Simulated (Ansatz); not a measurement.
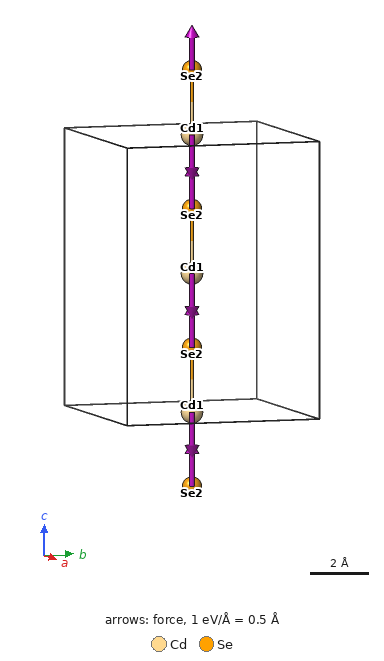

Starting geometry of a wire of composition CdSe with the computed forces as purple arrows. A ball-and-stick model of the 2 repeat of the cell, with the vacuum cut short, seen slightly off an axis.

Case: dimerised chain of atoms.

Level of theory: DFT PBE, scalar-relativistic, plane waves, PAW in Ansatz 0.2.0.

The input:
```yaml
crystal:
  lattice:
    - [9.0, 0.0, 0.0]
    - [0.0, 9.3, 0.0]
    - [0.0, 0.0, 4.829950474]
  atoms:
    - { symbol: Cd, position: [0.5, 0.5, 0.0], spin: 0.5 }
    - { symbol: Se, position: [0.5, 0.5, 0.465], spin: 0.5 }
basis:
  ecutwfc: 420
kpoints:
  mp_grid: { grid: [1, 1, 14] }
hamiltonian:
  xc: pbe
scf:
  occupations: { method: gaussian, width: 0.05 }
output:
  forces: true
  stress: true
  eigenvalues: true
  populations: true
  write_density: true
  write_potential: true
  elf: true
  volumetric_format: npy
magnetization:
  spin_polarized: true
relax:
  adjacent_minimum: "off"
  f_tol: 0.01
  max_steps: 45
  cell: { fix: [a, b, alpha, beta, gamma], stress_tol: 0.03 }
```

Launched with:
```bash
ansatz run input.yaml --threads 2 --pin off --max-ram 5120MiB --backend cpu --events-out ev --progress --plain --runs-dir out
```

Is this structure relaxed? If not, where do the atoms go?

Answer. It isn't relaxed: the largest force vector, on Cd atoms, is 3.18 eV/Å. The atoms end up moving mostly along the starting forces (cosine between the two patterns 1.00). The largest moves relative to the layer's centre, 0.084 Å, are those of Cd1 and Se2. Largest moves by element: Se 0.084 Å, Cd 0.084 Å. Along the periodic axis the drawn cell goes c 9.660 → 9.608 Å (−0.5 %). Among the contacts that change: Cd1–Se2 2.584 → 2.402 Å, Cd1–Se2 (another image) 2.246 → 2.402 Å. After 3 accepted moves (4 points after the start) the energy has fallen by 0.260 eV per cell of the calculation. The largest force component goes from 3.2 to 0.0011 eV/Å. The SCF was repeated once at an unchanged geometry on a basis and grid sized afresh for the cell, which shifted the energy by 0.1 meV per cell of the calculation at most. The program noted that the starting moments weren't kept. The run took 60 s on 2 threads of Arm Neoverse V1 (shared host), peak memory 0.63 GiB.
